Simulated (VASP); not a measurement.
# Run report: W$_{7}$S$_{16}$, single-point calculation (part 3 of 4)

W$_{7}$S$_{16}$ (defect cell, 23 atoms in the cell); Kohn-Sham DFT of a periodic cell, PBEsol, VASP PAW PBE potentials, recommended, spin-polarised (VASP 6.6.1); cutoff 350 eV, 4×4×2 k-mesh, Gaussian smearing of 0.03 eV, collinear spins. The structure derives from an entry of the Crystallography Open Database.

Geometry of the input (Å; fractional positions):
```
6.3064  0.0000  0.0000
-3.1532  5.4615  0.0000
0.0000  0.0000  12.3230
W  0.1797  0.8421  0.2500
W  0.6594  0.3226  0.2500
W  0.6601  0.8428  0.2506
W  0.3337  0.1669  0.7502
W  0.3338  0.6669  0.7503
W  0.8337  0.1669  0.7502
W  0.8336  0.6670  0.7502
S  0.1671  0.3337  0.6233
S  0.1671  0.8335  0.6232
S  0.6669  0.3334  0.6232
S  0.6670  0.8335  0.6232
S  0.3427  0.1835  0.1259
S  0.3269  0.6791  0.1217
S  0.8311  0.1586  0.1242
S  0.8329  0.6701  0.1273
S  0.1670  0.3335  0.8772
S  0.1672  0.8338  0.8773
S  0.6672  0.3337  0.8774
S  0.6671  0.8337  0.8773
S  0.3242  0.1527  0.3778
S  0.3415  0.6627  0.3738
S  0.8283  0.1773  0.3773
S  0.8329  0.6683  0.3733
```

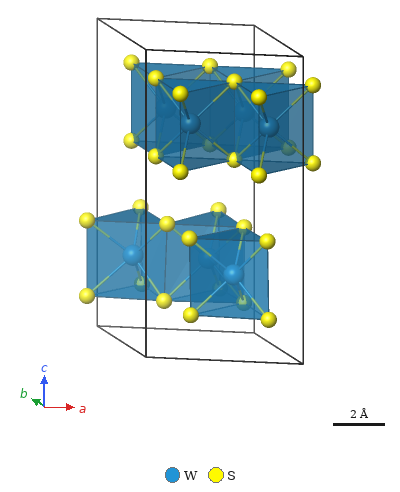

Figure 1. The structure as given in the input (polyhedral view of the cell of the calculation, seen slightly off an axis; polyhedra are completed across the faces of the cell). An atom can appear more than once, as a periodic image.

**Parts of OUTCAR, continued**
```
     76       3.2453      1.00000
     77       3.6490      1.00000
     78       3.7838      1.00000
     79       3.8201      1.00000
     80       3.8331      1.00000
     81       3.8841      1.00000
     82       3.9616      1.00000
     83       4.0477      1.00000
     84       4.1812      1.00000
     85       4.5267      1.00000
     86       4.5699      1.00000
     87       4.7188      1.00000
     88       4.7285      1.00000
     89       4.8966      1.00000
     90       4.9458      1.00000
     91       5.2010      1.00000
     92       5.2222      1.00000
     93       5.2506      1.00000
     94       5.5239      1.00000
     95       5.6181      1.00000
     96       5.9531      1.00000
     97       6.2911      1.00000
     98       6.6093      0.00146
     99       6.8165      0.00000
    100       7.1657      0.00000
    101       8.0929      0.00000
    102       8.2886      0.00000
    103       8.3297      0.00000
    104       8.3363      0.00000
    105       8.3647      0.00000
    106       8.4569      0.00000
    107       8.7252      0.00000
    108       8.8407      0.00000
    109       8.9021      0.00000
 Fermi energy:         6.5465012998

 spin component 2

 k-point     1 :       0.0000    0.0000    0.0000
  band No.  band energies     occupation
      1     -68.2028      1.00000
      2     -68.1866      1.00000
      3     -68.1855      1.00000
      4     -67.7601      1.00000
      5     -67.7424      1.00000
      6     -67.7417      1.00000
      7     -67.7362      1.00000
      8     -32.6396      1.00000
      9     -32.5792      1.00000
     10     -32.5779      1.00000
     11     -32.4235      1.00000
     12     -32.4021      1.00000
     13     -32.3644      1.00000
     14     -32.3623      1.00000
     15     -32.2928      1.00000
     16     -32.2918      1.00000
     17     -32.2192      1.00000
     18     -32.2154      1.00000
     19     -32.2150      1.00000
     20     -32.0334      1.00000
     21     -31.9659      1.00000
     22     -31.9653      1.00000
     23     -31.9609      1.00000
     24     -31.9353      1.00000
     25     -31.9335      1.00000
     26     -31.9330      1.00000
     27     -31.8464      1.00000
     28     -31.8463      1.00000
     29      -8.7719      1.00000
     30      -8.4049      1.00000
     31      -7.1927      1.00000
     32      -6.7565      1.00000
     33      -6.5087      1.00000
     34      -6.4933      1.00000
     35      -6.4912      1.00000
     36      -6.3991      1.00000
     37      -6.2745      1.00000
     38      -6.2614      1.00000
     39      -6.2600      1.00000
     40      -6.1835      1.00000
     41      -6.0059      1.00000
     42      -5.9780      1.00000
     43      -5.6696      1.00000
     44      -5.6474      1.00000
     45      -0.7401      1.00000
     46      -0.5602      1.00000
     47      -0.5589      1.00000
     48      -0.5080      1.00000
     49      -0.2044      1.00000
     50      -0.1965      1.00000
     51       0.1903      1.00000
     52       0.7130      1.00000
     53       0.7888      1.00000
     54       0.7911      1.00000
     55       0.7943      1.00000
     56       1.0466      1.00000
     57       1.0639      1.00000
     58       1.2456      1.00000
     59       1.4444      1.00000
     60       1.4483      1.00000
     61       1.4625      1.00000
     62       2.1740      1.00000
     63       2.1814      1.00000
     64       2.2952      1.00000
     65       2.6246      1.00000
     66       2.7028      1.00000
     67       2.7039      1.00000
     68       2.7233      1.00000
     69       3.1075      1.00000
     70       3.2859      1.00000
     71       3.2862      1.00000
     72       3.3641      1.00000
     73       3.3671      1.00000
     74       3.8037      1.00000
     75       3.8120      1.00000
     76       3.8770      1.00000
     77       3.9970      1.00000
     78       4.0059      1.00000
     79       4.0968      1.00000
     80       4.1064      1.00000
     81       4.2768      1.00000
     82       4.5601      1.00000
     83       4.5612      1.00000
     84       4.9083      1.00000
     85       4.9149      1.00000
     86       4.9161      1.00000
     87       5.1032      1.00000
     88       5.1562      1.00000
     89       5.1565      1.00000
     90       5.2860      1.00000
     91       5.3878      1.00000
     92       5.4357      1.00000
     93       5.4395      1.00000
     94       5.4785      1.00000
     95       5.8351      1.00000
     96       5.8893      1.00000
     97       6.2273      1.00000
     98       6.9454      0.00000
     99       6.9617      0.00000
    100       7.5899      0.00000
    101       8.6916      0.00000
    102       9.1125      0.00000
    103       9.1141      0.00000
    104       9.1242      0.00000
    105       9.1245      0.00000
    106       9.1251      0.00000
    107       9.1846      0.00000
    108       9.1953      0.00000
    109       9.2456      0.00000

 k-point     2 :       0.2500   -0.0000    0.0000
  band No.  band energies     occupation
      1     -68.2012      1.00000
      2     -68.1882      1.00000
      3     -68.1855      1.00000
      4     -67.7573      1.00000
      5     -67.7440      1.00000
      6     -67.7423      1.00000
      7     -67.7367      1.00000
      8     -32.6094      1.00000
      9     -32.5683      1.00000
     10     -32.5592      1.00000
     11     -32.4269      1.00000
     12     -32.4069      1.00000
     13     -32.3704      1.00000
     14     -32.3626      1.00000
     15     -32.3344      1.00000
     16     -32.2983      1.00000
     17     -32.1899      1.00000
     18     -32.1862      1.00000
     19     -32.1636      1.00000
     20     -32.0234      1.00000
     21     -31.9746      1.00000
     22     -31.9659      1.00000
     23     -31.9647      1.00000
     24     -31.9626      1.00000
     25     -31.9619      1.00000
     26     -31.9213      1.00000
     27     -31.9019      1.00000
     28     -31.8593      1.00000
     29      -8.5093      1.00000
     30      -8.1767      1.00000
     31      -7.0815      1.00000
     32      -6.9350      1.00000
     33      -6.6916      1.00000
     34      -6.6778      1.00000
     35      -6.5107      1.00000
     36      -6.5060      1.00000
     37      -6.4201      1.00000
     38      -6.2664      1.00000
     39      -6.2488      1.00000
     40      -6.1910      1.00000
     41      -6.0935      1.00000
     42      -6.0329      1.00000
     43      -5.7500      1.00000
     44      -5.6547      1.00000
     45      -0.4425      1.00000
     46      -0.2073      1.00000
     47      -0.1878      1.00000
     48      -0.0882      1.00000
     49       0.1364      1.00000
     50       0.1832      1.00000
     51       0.5566      1.00000
     52       0.7762      1.00000
     53       0.7829      1.00000
     54       0.9506      1.00000
     55       0.9610      1.00000
     56       0.9784      1.00000
     57       1.2338      1.00000
     58       1.4335      1.00000
     59       1.5606      1.00000
     60       1.5889      1.00000
     61       1.7274      1.00000
     62       2.1528      1.00000
     63       2.2568      1.00000
     64       2.3284      1.00000
     65       2.4976      1.00000
     66       2.5340      1.00000
     67       2.6501      1.00000
     68       2.7215      1.00000
     69       2.7586      1.00000
     70       2.9036      1.00000
     71       3.1461      1.00000
     72       3.3730      1.00000
     73       3.4637      1.00000
     74       3.5437      1.00000
     75       3.6588      1.00000
     76       3.7575      1.00000
     77       3.7644      1.00000
     78       3.8793      1.00000
     79       3.9361      1.00000
     80       3.9569      1.00000
     81       4.1664      1.00000
     82       4.1714      1.00000
     83       4.1998      1.00000
     84       4.3102      1.00000
     85       4.3915      1.00000
     86       4.4592      1.00000
     87       4.5373      1.00000
     88       4.7316      1.00000
     89       4.8454      1.00000
     90       5.1286      1.00000
     91       5.2816      1.00000
     92       5.4845      1.00000
     93       5.5044      1.00000
     94       5.5938      1.00000
     95       5.9411      1.00000
     96       6.1789      1.00000
     97       6.2790      1.00000
     98       6.5869      0.02856
     99       6.8231      0.00000
    100       7.2597      0.00000
    101       8.4215      0.00000
    102       8.6612      0.00000
    103       8.7949      0.00000
    104       8.8774      0.00000
    105       8.9126      0.00000
    106       8.9671      0.00000
    107       8.9688      0.00000
    108       8.9985      0.00000
    109       9.1190      0.00000

 k-point     3 :       0.0000    0.2500    0.0000
  band No.  band energies     occupation
      1     -68.2013      1.00000
      2     -68.1876      1.00000
      3     -68.1860      1.00000
      4     -67.7573      1.00000
      5     -67.7442      1.00000
      6     -67.7420      1.00000
      7     -67.7368      1.00000
      8     -32.6101      1.00000
      9     -32.5686      1.00000
     10     -32.5582      1.00000
     11     -32.4268      1.00000
     12     -32.4071      1.00000
     13     -32.3689      1.00000
     14     -32.3637      1.00000
     15     -32.3341      1.00000
     16     -32.2990      1.00000
     17     -32.1895      1.00000
     18     -32.1866      1.00000
     19     -32.1637      1.00000
     20     -32.0234      1.00000
     21     -31.9747      1.00000
     22     -31.9656      1.00000
     23     -31.9648      1.00000
     24     -31.9628      1.00000
     25     -31.9621      1.00000
     26     -31.9212      1.00000
     27     -31.9020      1.00000
     28     -31.8592      1.00000
     29      -8.5094      1.00000
     30      -8.1772      1.00000
     31      -7.0818      1.00000
     32      -6.9345      1.00000
     33      -6.6923      1.00000
     34      -6.6729      1.00000
     35      -6.5123      1.00000
     36      -6.5043      1.00000
     37      -6.4202      1.00000
     38      -6.2627      1.00000
     39      -6.2497      1.00000
     40      -6.1886      1.00000
     41      -6.1137      1.00000
     42      -6.0128      1.00000
     43      -5.7719      1.00000
     44      -5.6427      1.00000
     45      -0.4429      1.00000
     46      -0.2071      1.00000
     47      -0.1880      1.00000
     48      -0.0872      1.00000
     49       0.1336      1.00000
     50       0.1895      1.00000
     51       0.5569      1.00000
     52       0.7752      1.00000
     53       0.7823      1.00000
     54       0.9384      1.00000
     55       0.9577      1.00000
     56       0.9869      1.00000
     57       1.2359      1.00000
     58       1.4343      1.00000
     59       1.5582      1.00000
     60       1.5891      1.00000
     61       1.7297      1.00000
     62       2.1575      1.00000
     63       2.2634      1.00000
     64       2.3280      1.00000
     65       2.4944      1.00000
     66       2.5353      1.00000
     67       2.6503      1.00000
     68       2.7226      1.00000
     69       2.7569      1.00000
     70       2.9039      1.00000
     71       3.1527      1.00000
     72       3.3803      1.00000
     73       3.4504      1.00000
     74       3.5435      1.00000
     75       3.6608      1.00000
     76       3.7568      1.00000
     77       3.7679      1.00000
     78       3.8765      1.00000
     79       3.9324      1.00000
     80       3.9585      1.00000
     81       4.1671      1.00000
     82       4.1722      1.00000
     83       4.2181      1.00000
     84       4.2773      1.00000
     85       4.3973      1.00000
     86       4.4481      1.00000
     87       4.5325      1.00000
     88       4.7316      1.00000
     89       4.8477      1.00000
     90       5.1309      1.00000
     91       5.2883      1.00000
     92       5.4864      1.00000
     93       5.5062      1.00000
     94       5.5896      1.00000
     95       5.9435      1.00000
     96       6.1211      1.00000
     97       6.3537      1.00000
     98       6.6165      0.00049
     99       6.7895      0.00000
    100       7.2473      0.00000
    101       8.4181      0.00000
    102       8.6576      0.00000
    103       8.7916      0.00000
    104       8.8780      0.00000
    105       8.9126      0.00000
    106       8.9656      0.00000
    107       8.9700      0.00000
    108       9.0044      0.00000
    109       9.1253      0.00000

 k-point     4 :      -0.2500    0.2500    0.0000
  band No.  band energies     occupation
      1     -68.2013      1.00000
      2     -68.1873      1.00000
      3     -68.1863      1.00000
      4     -67.7573      1.00000
      5     -67.7444      1.00000
      6     -67.7417      1.00000
      7     -67.7369      1.00000
      8     -32.6104      1.00000
      9     -32.5684      1.00000
     10     -32.5582      1.00000
     11     -32.4268      1.00000
     12     -32.4071      1.00000
     13     -32.3684      1.00000
     14     -32.3641      1.00000
     15     -32.3337      1.00000
     16     -32.2995      1.00000
     17     -32.1896      1.00000
     18     -32.1864      1.00000
     19     -32.1637      1.00000
     20     -32.0234      1.00000
     21     -31.9747      1.00000
     22     -31.9654      1.00000
     23     -31.9644      1.00000
     24     -31.9631      1.00000
     25     -31.9622      1.00000
     26     -31.9212      1.00000
     27     -31.9020      1.00000
     28     -31.8592      1.00000
     29      -8.5094      1.00000
     30      -8.1773      1.00000
     31      -7.0817      1.00000
     32      -6.9339      1.00000
     33      -6.6929      1.00000
     34      -6.6719      1.00000
     35      -6.5115      1.00000
     36      -6.5056      1.00000
     37      -6.4190      1.00000
     38      -6.2642      1.00000
     39      -6.2489      1.00000
     40      -6.1858      1.00000
     41      -6.1194      1.00000
     42      -6.0095      1.00000
     43      -5.7769      1.00000
     44      -5.6393      1.00000
     45      -0.4429      1.00000
     46      -0.2077      1.00000
     47      -0.1869      1.00000
     48      -0.0881      1.00000
     49       0.1331      1.00000
     50       0.1907      1.00000
     51       0.5573      1.00000
     52       0.7752      1.00000
     53       0.7837      1.00000
     54       0.9380      1.00000
     55       0.9554      1.00000
     56       0.9850      1.00000
     57       1.2366      1.00000
     58       1.4412      1.00000
     59       1.5552      1.00000
     60       1.5848      1.00000
     61       1.7323      1.00000
     62       2.1572      1.00000
     63       2.2680      1.00000
     64       2.3264      1.00000
     65       2.4926      1.00000
     66       2.5341      1.00000
     67       2.6501      1.00000
     68       2.7233      1.00000
     69       2.7565      1.00000
     70       2.9036      1.00000
     71       3.1543      1.00000
     72       3.3826      1.00000
     73       3.4496      1.00000
     74       3.5437      1.00000
     75       3.6546      1.00000
     76       3.7591      1.00000
     77       3.7677      1.00000
     78       3.8786      1.00000
     79       3.9434      1.00000
     80       3.9522      1.00000
     81       4.1699      1.00000
     82       4.1718      1.00000
     83       4.2120      1.00000
     84       4.2732      1.00000
     85       4.3980      1.00000
     86       4.4437      1.00000
     87       4.5365      1.00000
     88       4.7316      1.00000
     89       4.8459      1.00000
     90       5.1329      1.00000
     91       5.2895      1.00000
     92       5.4887      1.00000
     93       5.5048      1.00000
     94       5.5879      1.00000
     95       5.9443      1.00000
     96       6.1128      1.00000
     97       6.3646      1.00000
     98       6.6300      0.00004
     99       6.7754      0.00000
    100       7.2453      0.00000
    101       8.4172      0.00000
    102       8.6577      0.00000
    103       8.7935      0.00000
    104       8.8789      0.00000
    105       8.9138      0.00000
    106       8.9656      0.00000
    107       8.9707      0.00000
    108       9.0065      0.00000
    109       9.1241      0.00000

 k-point     5 :       0.5000   -0.0000    0.0000
  band No.  band energies     occupation
      1     -68.1991      1.00000
      2     -68.1903      1.00000
      3     -68.1855      1.00000
      4     -67.7520      1.00000
      5     -67.7488      1.00000
      6     -67.7423      1.00000
      7     -67.7371      1.00000
      8     -32.5929      1.00000
      9     -32.5316      1.00000
     10     -32.5230      1.00000
     11     -32.4456      1.00000
     12     -32.4022      1.00000
     13     -32.3991      1.00000
     14     -32.3789      1.00000
     15     -32.3618      1.00000
     16     -32.3042      1.00000
     17     -32.1512      1.00000
     18     -32.1460      1.00000
     19     -32.0363      1.00000
     20     -32.0329      1.00000
     21     -32.0062      1.00000
     22     -32.0019      1.00000
     23     -32.0006      1.00000
     24     -31.9973      1.00000
     25     -31.9659      1.00000
     26     -31.9621      1.00000
     27     -31.8931      1.00000
     28     -31.8878      1.00000
     29      -7.8913      1.00000
     30      -7.7842      1.00000
     31      -7.6841      1.00000
     32      -7.1778      1.00000
     33      -6.8305      1.00000
     34      -6.7516      1.00000
     35      -6.5567      1.00000
     36      -6.5299      1.00000
     37      -6.5291      1.00000
     38      -6.2555      1.00000
     39      -6.2378      1.00000
     40      -6.2317      1.00000
     41      -6.1453      1.00000
     42      -6.0700      1.00000
     43      -5.8435      1.00000
     44      -5.6371      1.00000
     45       0.0985      1.00000
     46       0.2822      1.00000
     47       0.2857      1.00000
     48       0.3240      1.00000
     49       0.5443      1.00000
     50       0.7054      1.00000
     51       0.7483      1.00000
     52       0.7514      1.00000
     53       0.9388      1.00000
     54       1.0335      1.00000
     55       1.0906      1.00000
     56       1.3133      1.00000
     57       1.4935      1.00000
     58       1.6723      1.00000
     59       1.8419      1.00000
     60       1.8470      1.00000
     61       1.9079      1.00000
     62       1.9732      1.00000
     63       2.0956      1.00000
     64       2.1746      1.00000
     65       2.2295      1.00000
```
